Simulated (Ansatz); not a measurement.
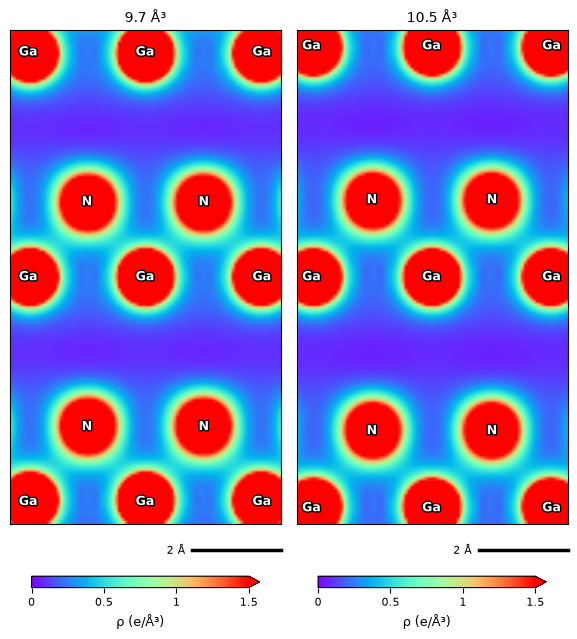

GaN. The valence charge density (pseudo) of cells scaled evenly to different volumes (given per atom above each panel), on the (110) plane of each (indices in the axes of the cell below), at one length scale and on one colour scale.

A generated structure, not necessarily the stable one.

Level of theory: Ansatz 0.2.0, Kohn-Sham DFT of a periodic cell, PBE, Ansatz PAW.

The density is the valence pseudo-density of a PAW calculation; it isn't the true density close to the nuclei.

The largest cell:

```
Ga N
1.0
     3.00038    0.00000    0.00000
    -1.50019    2.59841    0.00000
     0.00000    0.00000    2.70114
Ga N
1 1
Cartesian
  1.5002 0.8661 1.3506
  0.0000 0.0000 0.0000
```

| volume (Å³/atom) | Ga–N contact in the plane (Å) | ρ at its midpoint (e/Å³) | pressure (GPa) | 
| --- | --- | --- | --- |
| 9.70 | 2.138 | 0.500 | 12.3 | 
| 9.91 | 2.153 | ? | ? | 
| 10.53 | 2.197 | 0.447 | −3.3 | 

What values belong in the row with question marks?

Over the known rows ln ρ falls by 1.90 per Å of Ga–N distance (the line through the two), which gives 0.486 e/Å³ at 2.153 Å; the calculation gives 0.486 e/Å³. For the pressure, a straight line in volume between the neighbouring rows gives 8.4 GPa; the calculation gives 7.7, lower because pressure rises ever faster on compression.
